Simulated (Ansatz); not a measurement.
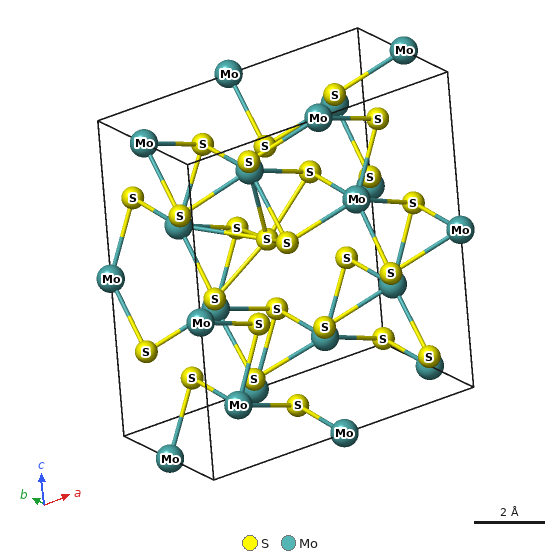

Shown here is a ball-and-stick view of the crystal, taken slightly off an axis. The wireframe shows the supercell. The host is MoS2, in a cell of 36 sites, and the cell is neutral.

### How does this supercell depart from the perfect host?

Sulfur on a molybdenum site (an antisite). It is bonded to four S and two Mo (about 2.3 Å to S, 2.6 Å to Mo). Not all metal-metal contacts are counted.

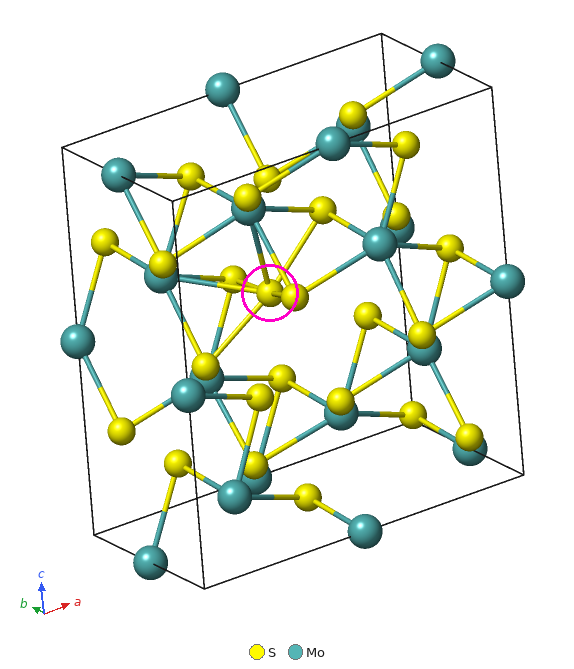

The same cell with a ring at the defect's site.

The atoms were relaxed in the host's cell with DFT PBE+D3(BJ), scalar-relativistic, plane waves, PAW in Ansatz 0.2.0.
